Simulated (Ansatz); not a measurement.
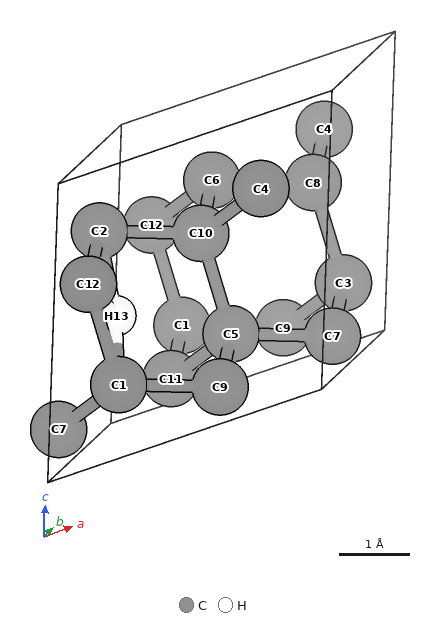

*The structure as given in the input (ball-and-stick view of the cell of the calculation, seen slightly off an axis; atoms are numbered from 1 in the order of the input).*

# Geometry relaxation, with input and output: C₁₂H (charge +1) (part 1 of 3)

- system: C₁₂H (defect cell, 13 atoms in the cell, total charge +1)
- method: DFT LDA, scalar-relativistic, plane waves, PAW, PAW set soft_1, no spin polarisation (Ansatz 0.2.0)

The structure derives from an entry of the Crystallography Open Database. Figures and captions count atoms from 1; the log counts them from 0 in places.

### Input file
```yaml
crystal:
  lattice:
    - [1.765748987, -3.531497974, -1.765748987]
    - [3.531497974, -1.765748987, 1.765748987]
    - [-1.765748987, -3.531497974, 1.765748987]
  atoms:
    - { symbol: C, position: [0.25, 1.0, 0.25] }
    - { symbol: C, position: [0.0833333333, 0.3333333333, 0.75] }
    - { symbol: C, position: [0.9166666667, 0.6666666667, 0.25] }
    - { symbol: C, position: [0.75, 1.0, 0.75] }
    - { symbol: C, position: [0.5833333333, 0.3333333333, 0.25] }
    - { symbol: C, position: [0.4166666667, 0.6666666667, 0.75] }
    - { symbol: C, position: [0.9583333333, 0.3333333333, 0.125] }
    - { symbol: C, position: [0.7916666667, 0.6666666667, 0.625] }
    - { symbol: C, position: [0.625, 1.0, 0.125] }
    - { symbol: C, position: [0.4583333333, 0.3333333333, 0.625] }
    - { symbol: C, position: [0.2916666667, 0.6666666667, 0.125] }
    - { symbol: C, position: [0.125, 1.0, 0.625] }
    - { symbol: H, position: [1.1805555556, 0.2222222222, 0.4583333333] }
total_charge: 1
basis:
  ecutwfc: 420
kpoints:
  mp_grid: { grid: [6, 6, 6] }
hamiltonian:
  xc: lda
  pseudopotentials: { kind: paw, azcp: { folder: soft_1 } }
scf:
  occupations: { method: gaussian, width: 0.05 }
output:
  forces: true
  stress: true
  eigenvalues: true
  write_density: true
  write_potential: true
  elf: true
  volumetric_format: npy
relax:
  adjacent_minimum: "off"
  f_tol: 0.03
  max_steps: 40
```

Hardware: 4 threads of AMD EPYC (Zen 5), 32 GiB of memory available, shared host.

Launched with:
```bash
ansatz run input.yaml --threads 4 --pin off --max-ram 8192MiB --backend cpu --events-out ev --progress --plain --runs-dir out
```

### Output
```
Warning: [file] the record states the generating functional pbe (its physics header spells it `PBE`), which answers neither for hamiltonian.xc's functional nor for the lda family's — results may be inconsistent (PPs are generated against a specific XC)
Warning: [file] the record states the generating functional pbe (its physics header spells it `PBE`), which answers neither for hamiltonian.xc's functional nor for the lda family's — results may be inconsistent (PPs are generated against a specific XC)
Warning: output.stress: scf.convergence.dr2_threshold = 1e-7 eV (the SCF's general default) is looser than the 1.3e-9 eV advised for a printed stress (1e-10 eV for each atom of the cell: 13). What an SCF threshold leaves in a stress goes as its square root, and in the free energy as the threshold itself, and one threshold admits the most on a small cell: of the crystals measured, under no hybrid functional and no lock of the moments, on runs that ended without the residual-converged pass, on stresses that held no estimate of that error, the worst erred by over 100 MPa in a component at 1e-7 eV an atom and by under 5 at 1e-10. Every solve of this run answers to scf.convergence.dr2_threshold, and the tensor of one is reported: a single SCF on the reported geometry and on this run's grids (its basis.xc_grid and basis.ecutrho_ratio typed), with scf.convergence.dr2_threshold at 1.3e-9 eV or tighter, prints it and tightens no other solve. Else set scf.convergence.dr2_threshold to 1.3e-9 eV or tighter. The threshold is an SCF's pass mark: one that does not reach it within its budget of iterations ends unconverged, or closes short of it on a stop that the run arms, and scf.convergence.dr2_threshold's page says what that costs each kind of run
Engine: ansatz 0.2.0, x86_64-unknown-linux-gnu
Pseudopotentials: kind: paw
Pseudopotential: C, paw, valence charge 4, recommended cutoff 420 eV (normal), [file]
Pseudopotential: H, paw, valence charge 1, recommended cutoff 420 eV (normal), [file]
Functional definition: SPW92
  exchange = slater_x
  correlation = pw_c
Crystal: 13 atoms, lattice volume = 66.064 Å³
Basis set: ecut = 420 eV, 1273 PW (Γ)
Bands: 37, of which v1, the nominal top of the filled ones, is band 24 counted from 1 (23 counted from 0)
Symmetry: 1 space group operations
Space group: P1 (ITA 1), of the structure as read, at distance tolerance 4.0e-5 Å
k-points: 112 of 216 (time reversal used)
Non-local potential: C, projectors of the file, l = 0: 2, l = 1: 2, l = 2: 1
Non-local potential: H, projectors of the file, l = 0: 2, l = 1: 1
PAW form: soft (Blöchl's): semilocal exchange-correlation on the pseudo side does not see the compensation charge
PAW frozen core: C, regenerated for the run's functional, and the local potential with it (the file was generated under x = pbe(κ = 0.804, μ = 0.2195149727645171), c = pbe(β = 0.06672455060314922))
PAW one-centre angular grid: C, 110 points (default); XC on 64 Gauss nodes
PAW one-centre angular grid: H, 110 points (default); XC on 64 Gauss nodes
Initial density: superposition of atomic densities (chi_scale 0.1, normalization cell, long waves kept (reshape's long-wave potential 0.03 eV rms))
Initial wavefunctions: pseudopotential atomic-orbital guess
Functional: x = slater, c = lda
SCF iter   1: F=—  HF=-2946.739731 eV  |F-HF|=—  |Δ(HF+E_count)|=         —  Δρ=1.52e-1  dr2=1.10e1  ethr=3.10e-3  ⟨swp⟩=5.9  Hψ=18307  notcnv=0  defer=238
preconditioner: auto → none  [insulator: Δε(μ)=3.708 eV  Ē_g=17.537 eV  σ=0.050 eV  W_gap=1.00  n_scr=16 (ndim 8)  ℏωp=31.7 eV  f_vac=0.000  D(μ)=0.00/eV (n_scr^D=0)  ε∞_Penn≈4.3]
SCF iter   2: F=—  HF=-2942.372595 eV  |F-HF|=—  |Δ(HF+E_count)|=    4.37e0  Δρ=5.69e-2  dr2=1.36e0  ethr=3.10e-3  ⟨swp⟩=3.0  Hψ=9111  notcnv=0  defer=761
SCF iter   3: F=—  HF=-2941.861502 eV  |F-HF|=—  |Δ(HF+E_count)|=   5.11e-1  Δρ=8.22e-3  dr2=3.50e-2  ethr=2.83e-3  ⟨swp⟩=2.2  Hψ=6743  notcnv=0  defer=761
SCF iter   4: F=—  HF=-2941.853974 eV  |F-HF|=—  |Δ(HF+E_count)|=   7.53e-3  Δρ=3.41e-3  dr2=6.83e-3  ethr=7.30e-5  ⟨swp⟩=2.8  Hψ=6668  notcnv=0  defer=761
SCF iter   5: F=—  HF=-2941.852507 eV  |F-HF|=—  |Δ(HF+E_count)|=   1.47e-3  Δρ=1.38e-3  dr2=1.04e-3  ethr=1.42e-5  ⟨swp⟩=2.7  Hψ=5969  notcnv=0  defer=759
SCF iter   6: F=—  HF=-2941.852242 eV  |F-HF|=—  |Δ(HF+E_count)|=   2.65e-4  Δρ=3.04e-4  dr2=4.62e-5  ethr=2.17e-6  ⟨swp⟩=2.2  Hψ=5315  notcnv=0  defer=759
SCF iter   7: F=-2941.852235 eV  HF=-2941.852236 eV  |F-HF|=7.21e-7  |Δ(HF+E_count)|=   6.06e-6  Δρ=4.99e-5  dr2=1.43e-6  ethr=4.69e-8  ⟨swp⟩=19.5  Hψ=41499  notcnv=0
SCF 1 converged in 7 iterations: F = -2941.852235 eV  dr2 = 1.43e-6
  greatest PAW one-centre occupation: 0.647 electrons in one spin orbital (limit 2), on the C atom at site 11 (counted from 0), in its partial waves of l = 0
relax step   1: F+E_penalty+E_count = -2941.85223529 eV  Δ(F+E_penalty+E_count) = +0.000e0 eV  max|allowed force component| = 3.937e0 eV/Å  Δτ_max = 0.0000 Å  (7 SCF iters, dr2 threshold 2.25e-5 eV, accepted)
Initial density: handed on by an earlier stage of this run
Initial wavefunctions: those handed on with the density
iter 1 solved again at ethr=1.12e-4 eV; its pass at ethr=3.10e-3 eV (dr2=5.38e-2 eV) is discarded
SCF iter   1: F=—  HF=-2942.125748 eV  |F-HF|=—  |Δ(HF+E_count)|=         —  Δρ=8.73e-3  dr2=5.23e-2  ethr=1.12e-4  ⟨swp⟩=1.8  Hψ=12402  notcnv=0  defer=773
preconditioner: auto → none  [insulator: Δε(μ)=2.925 eV  Ē_g=17.293 eV  σ=0.050 eV  W_gap=1.00  n_scr=16 (ndim 8)  ℏωp=31.7 eV  f_vac=0.000  D(μ)=0.00/eV (n_scr^D=0)  ε∞_Penn≈4.3]
SCF iter   2: F=—  HF=-2942.110580 eV  |F-HF|=—  |Δ(HF+E_count)|=   1.52e-2  Δρ=3.39e-3  dr2=8.38e-3  ethr=1.09e-4  ⟨swp⟩=3.0  Hψ=6766  notcnv=0  defer=773
SCF iter   3: F=—  HF=-2942.108290 eV  |F-HF|=—  |Δ(HF+E_count)|=   2.29e-3  Δρ=1.62e-3  dr2=6.88e-4  ethr=1.75e-5  ⟨swp⟩=2.0  Hψ=5780  notcnv=0  defer=773
SCF iter   4: F=—  HF=-2942.108180 eV  |F-HF|=—  |Δ(HF+E_count)|=   1.10e-4  Δρ=4.86e-4  dr2=1.07e-4  ethr=1.43e-6  ⟨swp⟩=2.5  Hψ=5729  notcnv=0  defer=773
SCF iter   5: F=—  HF=-2942.108158 eV  |F-HF|=—  |Δ(HF+E_count)|=   2.27e-5  Δρ=1.26e-4  dr2=4.13e-6  ethr=2.08e-7  ⟨swp⟩=16.6  Hψ=35979  notcnv=0
SCF iter   6: F=-2942.108157 eV  HF=-2942.108157 eV  |F-HF|=3.48e-8  |Δ(HF+E_count)|=   2.01e-7  Δρ=3.48e-5  dr2=2.68e-7  ethr=8.61e-9  ⟨swp⟩=11.0  Hψ=26914  notcnv=0
SCF 2 converged in 6 iterations: F = -2942.108157 eV  dr2 = 2.68e-7
  greatest PAW one-centre occupation: 0.644 electrons in one spin orbital (limit 2), on the C atom at site 11 (counted from 0), in its partial waves of l = 0
relax step   2: F+E_penalty+E_count = -2942.10815744 eV  Δ(F+E_penalty+E_count) = -2.559e-1 eV  max|allowed force component| = 2.022e0 eV/Å  Δτ_max = 0.0305 Å  (6 SCF iters, dr2 threshold 1.00e-4 eV, accepted)
SCF iter   1: F=—  HF=-2942.247521 eV  |F-HF|=—  |Δ(HF+E_count)|=         —  Δρ=1.00e-2  dr2=6.22e-2  ethr=1.46e-3  ⟨swp⟩=4.3  Hψ=10364  notcnv=0  defer=765
preconditioner: auto → none  [insulator: Δε(μ)=2.922 eV  Ē_g=17.252 eV  σ=0.050 eV  W_gap=1.00  n_scr=16 (ndim 8)  ℏωp=31.7 eV  f_vac=0.000  D(μ)=0.00/eV (n_scr^D=0)  ε∞_Penn≈4.4]
SCF iter   2: F=—  HF=-2942.227278 eV  |F-HF|=—  |Δ(HF+E_count)|=   2.02e-2  Δρ=3.05e-3  dr2=3.16e-3  ethr=1.30e-4  ⟨swp⟩=2.9  Hψ=7532  notcnv=0  defer=767
SCF iter   3: F=—  HF=-2942.226367 eV  |F-HF|=—  |Δ(HF+E_count)|=   9.11e-4  Δρ=9.15e-4  dr2=2.01e-4  ethr=6.58e-6  ⟨swp⟩=2.7  Hψ=5850  notcnv=0  defer=767
SCF iter   4: F=—  HF=-2942.226345 eV  |F-HF|=—  |Δ(HF+E_count)|=   2.21e-5  Δρ=2.18e-4  dr2=1.08e-5  ethr=4.20e-7  ⟨swp⟩=2.3  Hψ=5186  notcnv=0  defer=767
iter 5 did not close the SCF: its close was put off for the readings that it lacked (scf_convergence_deferred on its scf_iter line)
SCF iter   5: F=-2942.226346 eV  HF=-2942.226346 eV  |F-HF|=1.89e-7  |Δ(HF+E_count)|=   7.27e-7  Δρ=3.21e-5  dr2=3.99e-7  ethr=2.25e-8  ⟨swp⟩=2.5  Hψ=5879  notcnv=0  defer=767
SCF iter   6: F=-2942.226346 eV  HF=-2942.226346 eV  |F-HF|=1.46e-8  |Δ(HF+E_count)|=   5.02e-8  Δρ=7.88e-6  dr2=2.68e-8  ethr=8.31e-10  ⟨swp⟩=14.6  Hψ=30444  notcnv=0
SCF 3 converged in 6 iterations: F = -2942.226346 eV  dr2 = 2.68e-8
relax step   3: F+E_penalty+E_count = -2942.22634586 eV  Δ(F+E_penalty+E_count) = -1.182e-1 eV  max|allowed force component| = 5.183e-1 eV/Å  Δτ_max = 0.0397 Å  (6 SCF iters, dr2 threshold 1.00e-4 eV, accepted)
SCF iter   1: F=—  HF=-2942.243664 eV  |F-HF|=—  |Δ(HF+E_count)|=         —  Δρ=4.01e-3  dr2=5.87e-3  ethr=4.75e-4  ⟨swp⟩=3.0  Hψ=9808  notcnv=0  defer=760
preconditioner: auto → none  [insulator: Δε(μ)=2.971 eV  Ē_g=17.249 eV  σ=0.050 eV  W_gap=1.00  n_scr=16 (ndim 8)  ℏωp=31.7 eV  f_vac=0.000  D(μ)=0.00/eV (n_scr^D=0)  ε∞_Penn≈4.4]
SCF iter   2: F=—  HF=-2942.241842 eV  |F-HF|=—  |Δ(HF+E_count)|=   1.82e-3  Δρ=1.53e-3  dr2=6.82e-4  ethr=1.22e-5  ⟨swp⟩=2.1  Hψ=7299  notcnv=0  defer=760
SCF iter   3: F=—  HF=-2942.241669 eV  |F-HF|=—  |Δ(HF+E_count)|=   1.73e-4  Δρ=2.27e-4  dr2=1.25e-5  ethr=1.42e-6  ⟨swp⟩=2.1  Hψ=5870  notcnv=0  defer=760
iter 4 did not close the SCF: its close was put off for the readings that it lacked (scf_convergence_deferred on its scf_iter line)
SCF iter   4: F=-2942.241668 eV  HF=-2942.241668 eV  |F-HF|=3.81e-7  |Δ(HF+E_count)|=   6.97e-7  Δρ=4.76e-5  dr2=8.94e-7  ethr=2.61e-8  ⟨swp⟩=2.0  Hψ=5487  notcnv=0  defer=760
iter 5 did not close the SCF: its close was put off for the readings that it lacked (scf_convergence_deferred on its scf_iter line)
SCF iter   5: F=-2942.241668 eV  HF=-2942.241668 eV  |F-HF|=1.05e-10  |Δ(HF+E_count)|=   9.81e-8  Δρ=8.56e-6  dr2=1.86e-8  ethr=1.86e-9  ⟨swp⟩=2.0  Hψ=5489  notcnv=0  defer=760
SCF iter   6: F=-2942.241668 eV  HF=-2942.241668 eV  |F-HF|=9.37e-11  |Δ(HF+E_count)|=   3.61e-9  Δρ=1.68e-6  dr2=7.82e-10  ethr=3.88e-11  ⟨swp⟩=12.4  Hψ=26977  notcnv=0
SCF 4 converged in 6 iterations: F = -2942.241668 eV  dr2 = 7.82e-10
  greatest PAW one-centre occupation: 0.646 electrons in one spin orbital (limit 2), on the C atom at site 11 (counted from 0), in its partial waves of l = 0
relax step   4: F+E_penalty+E_count = -2942.24166800 eV  Δ(F+E_penalty+E_count) = -1.532e-2 eV  max|allowed force component| = 2.761e-1 eV/Å  Δτ_max = 0.0391 Å  (6 SCF iters, dr2 threshold 1.77e-5 eV, accepted)
SCF iter   1: F=—  HF=-2942.241380 eV  |F-HF|=—  |Δ(HF+E_count)|=         —  Δρ=3.03e-3  dr2=2.81e-3  ethr=1.54e-4  ⟨swp⟩=3.0  Hψ=9998  notcnv=0  defer=767
preconditioner: auto → none  [insulator: Δε(μ)=3.016 eV  Ē_g=17.248 eV  σ=0.050 eV  W_gap=1.00  n_scr=16 (ndim 8)  ℏωp=31.7 eV  f_vac=0.000  D(μ)=0.00/eV (n_scr^D=0)  ε∞_Penn≈4.4]
SCF iter   2: F=—  HF=-2942.240644 eV  |F-HF|=—  |Δ(HF+E_count)|=   7.36e-4  Δρ=1.31e-3  dr2=3.91e-4  ethr=5.85e-6  ⟨swp⟩=2.2  Hψ=5836  notcnv=0  defer=767
SCF iter   3: F=—  HF=-2942.240576 eV  |F-HF|=—  |Δ(HF+E_count)|=   6.77e-5  Δρ=1.93e-4  dr2=9.98e-6  ethr=8.14e-7  ⟨swp⟩=2.5  Hψ=6092  notcnv=0  defer=767
iter 4 did not close the SCF: its close was put off for the readings that it lacked (scf_convergence_deferred on its scf_iter line)
SCF iter   4: F=-2942.240575 eV  HF=-2942.240575 eV  |F-HF|=1.60e-7  |Δ(HF+E_count)|=   1.11e-6  Δρ=4.02e-5  dr2=4.83e-7  ethr=2.08e-8  ⟨swp⟩=2.0  Hψ=5414  notcnv=0  defer=767
iter 5 did not close the SCF: its close was put off for the readings that it lacked (scf_convergence_deferred on its scf_iter line)
SCF iter   5: F=-2942.240575 eV  HF=-2942.240575 eV  |F-HF|=3.47e-9  |Δ(HF+E_count)|=   3.37e-8  Δρ=5.85e-6  dr2=1.09e-8  ethr=1.01e-9  ⟨swp⟩=2.0  Hψ=5399  notcnv=0  defer=767
SCF iter   6: F=-2942.240575 eV  HF=-2942.240575 eV  |F-HF|=1.79e-10  |Δ(HF+E_count)|=  1.31e-10  Δρ=1.44e-6  dr2=6.13e-10  ethr=2.27e-11  ⟨swp⟩=12.4  Hψ=27944  notcnv=0
SCF 5 converged in 6 iterations: F = -2942.240575 eV  dr2 = 6.13e-10
relax step   5: F+E_penalty+E_count = -2942.24057523 eV  Δ(F+E_penalty+E_count) = +1.093e-3 eV  max|allowed force component| = 2.818e-1 eV/Å  Δτ_max = 0.0408 Å  (6 SCF iters, dr2 threshold 5.01e-6 eV, rejected (line search))
SCF iter   1: F=—  HF=-2942.246419 eV  |F-HF|=—  |Δ(HF+E_count)|=         —  Δρ=2.16e-3  dr2=1.61e-3  ethr=2.19e-5  ⟨swp⟩=2.9  Hψ=9720  notcnv=0  defer=774
preconditioner: auto → none  [insulator: Δε(μ)=2.982 eV  Ē_g=17.247 eV  σ=0.050 eV  W_gap=1.00  n_scr=16 (ndim 8)  ℏωp=31.7 eV  f_vac=0.000  D(μ)=0.00/eV (n_scr^D=0)  ε∞_Penn≈4.4]
SCF iter   2: F=—  HF=-2942.245933 eV  |F-HF|=—  |Δ(HF+E_count)|=   4.86e-4  Δρ=8.82e-4  dr2=1.87e-4  ethr=3.36e-6  ⟨swp⟩=2.8  Hψ=6681  notcnv=0  defer=774
SCF iter   3: F=—  HF=-2942.245895 eV  |F-HF|=—  |Δ(HF+E_count)|=   3.79e-5  Δρ=1.63e-4  dr2=5.95e-6  ethr=3.89e-7  ⟨swp⟩=2.6  Hψ=6125  notcnv=0  defer=774
SCF iter   4: F=—  HF=-2942.245896 eV  |F-HF|=—  |Δ(HF+E_count)|=   7.73e-7  Δρ=3.27e-5  dr2=2.86e-7  ethr=1.24e-8  ⟨swp⟩=2.1  Hψ=5227  notcnv=0  defer=774
iter 5 did not close the SCF: its close was put off for the readings that it lacked (scf_convergence_deferred on its scf_iter line)
SCF iter   5: F=-2942.245896 eV  HF=-2942.245896 eV  |F-HF|=1.05e-9  |Δ(HF+E_count)|=   1.16e-8  Δρ=4.51e-6  dr2=5.48e-9  ethr=5.97e-10  ⟨swp⟩=2.0  Hψ=5329  notcnv=0  defer=774
SCF iter   6: F=-2942.245896 eV  HF=-2942.245896 eV  |F-HF|=8.69e-11  |Δ(HF+E_count)|=  1.60e-10  Δρ=8.60e-7  dr2=2.39e-10  ethr=1.14e-11  ⟨swp⟩=12.1  Hψ=26495  notcnv=0
SCF 6 converged in 6 iterations: F = -2942.245896 eV  dr2 = 2.39e-10
relax step   6: F+E_penalty+E_count = -2942.24589582 eV  Δ(F+E_penalty+E_count) = -4.228e-3 eV  max|allowed force component| = 4.989e-2 eV/Å  Δτ_max = 0.0198 Å  (6 SCF iters, accepted)
SCF iter   1: F=—  HF=-2942.255197 eV  |F-HF|=—  |Δ(HF+E_count)|=         —  Δρ=6.31e-3  dr2=1.41e-2  ethr=4.17e-4  ⟨swp⟩=3.4  Hψ=10053  notcnv=0  defer=778
preconditioner: auto → none  [insulator: Δε(μ)=3.006 eV  Ē_g=17.249 eV  σ=0.050 eV  W_gap=1.00  n_scr=16 (ndim 8)  ℏωp=31.7 eV  f_vac=0.000  D(μ)=0.00/eV (n_scr^D=0)  ε∞_Penn≈4.4]
SCF iter   2: F=—  HF=-2942.251117 eV  |F-HF|=—  |Δ(HF+E_count)|=   4.08e-3  Δρ=2.66e-3  dr2=1.73e-3  ethr=2.95e-5  ⟨swp⟩=2.5  Hψ=6333  notcnv=0  defer=778
SCF iter   3: F=—  HF=-2942.250796 eV  |F-HF|=—  |Δ(HF+E_count)|=   3.21e-4  Δρ=5.27e-4  dr2=8.47e-5  ethr=3.60e-6  ⟨swp⟩=2.6  Hψ=6137  notcnv=0  defer=778
SCF iter   4: F=—  HF=-2942.250782 eV  |F-HF|=—  |Δ(HF+E_count)|=   1.38e-5  Δρ=1.16e-4  dr2=3.64e-6  ethr=1.76e-7  ⟨swp⟩=2.0  Hψ=5205  notcnv=0  defer=778
iter 5 did not close the SCF: its close was put off for the readings that it lacked (scf_convergence_deferred on its scf_iter line)
SCF iter   5: F=-2942.250782 eV  HF=-2942.250782 eV  |F-HF|=2.18e-8  |Δ(HF+E_count)|=   6.64e-8  Δρ=1.69e-5  dr2=8.67e-8  ethr=7.59e-9  ⟨swp⟩=2.0  Hψ=5064  notcnv=0  defer=778
SCF iter   6: F=-2942.250782 eV  HF=-2942.250782 eV  |F-HF|=2.00e-9  |Δ(HF+E_count)|=   4.35e-9  Δρ=4.11e-6  dr2=5.71e-9  ethr=1.81e-10  ⟨swp⟩=13.3  Hψ=28921  notcnv=0
SCF 7 converged in 6 iterations: F = -2942.250782 eV  dr2 = 5.71e-9
relax step   7: F+E_penalty+E_count = -2942.25078237 eV  Δ(F+E_penalty+E_count) = -4.887e-3 eV  max|allowed force component| = 2.299e-1 eV/Å  Δτ_max = 0.1000 Å  (6 SCF iters, accepted)
```
